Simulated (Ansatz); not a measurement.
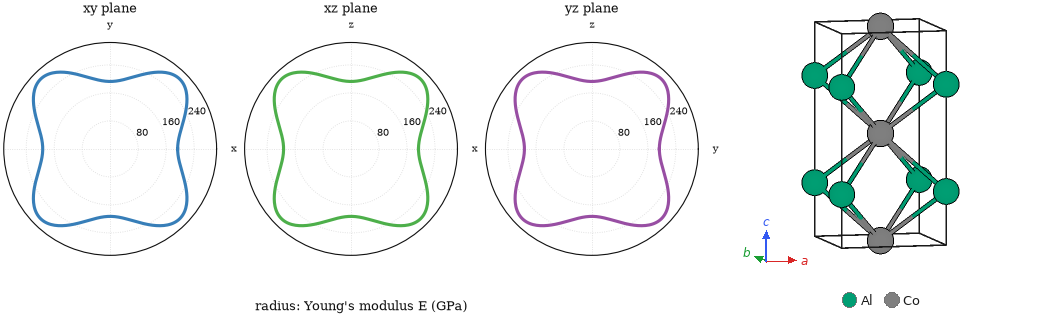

The picture above shows the Young's modulus as a function of direction in the xy, xz and yz planes for AlCo, space group Pm-3m (No. 221) (cell built by us, not taken from a database). The cell is drawn beside the plot.

Starting cell:
```xyz
4
Lattice="2.8542 0.0000 0.0000 0.0000 2.8542 0.0000 0.0000 0.0000 5.7084" Properties=species:S:1:pos:R:3 pbc="T T T"
Al    0.0000    0.0000    4.2813
Al    0.0000    0.0000    1.4271
Co    1.4271    1.4271    0.0000
Co    1.4271    1.4271    2.8542
```

Computed with Ansatz 0.2.0: elastic stress-strain coefficients at zero temperature from small strains of the given cell, Voigt order xx yy zz yz xz xy, Cartesian axes of the cell vectors; plane waves with PAW datasets, Γ-centred k mesh. Level: PBE, no spin polarisation.

| setting | value |
| --- | --- |
| wave cutoff | 420 eV |
| k mesh | 16×16×8 |
| occupations | Fermi–Dirac |
| smearing width | 0.15 eV |
| ions | relaxed |
| strain amplitude | 0.005 |

How anisotropic is Young's modulus?

Answer. Over all directions E runs from 193 to 333 GPa, a ratio of 1.73.

What is E along the Cartesian axes and along their diagonal?

Answer. E is 193 GPa along x, y and z alike, and 333 GPa along the body diagonal x + y + z.

Caveats: metal sensitive to the k mesh; no spin polarisation, a magnetic state may lie lower.

The computed values:

Stiffness matrix C (GPa), Voigt order:
```csv
,xx,yy,zz,yz,xz,xy
xx,274.4,128.2,128.2,0.0,0.0,0.0
yy,128.2,274.4,128.2,0.0,0.0,0.0
zz,128.2,128.2,274.4,0.0,0.0,0.0
yz,0.0,0.0,0.0,140.2,0.0,0.0
xz,0.0,0.0,0.0,0.0,140.2,0.0
xy,0.0,0.0,0.0,0.0,0.0,140.2
```
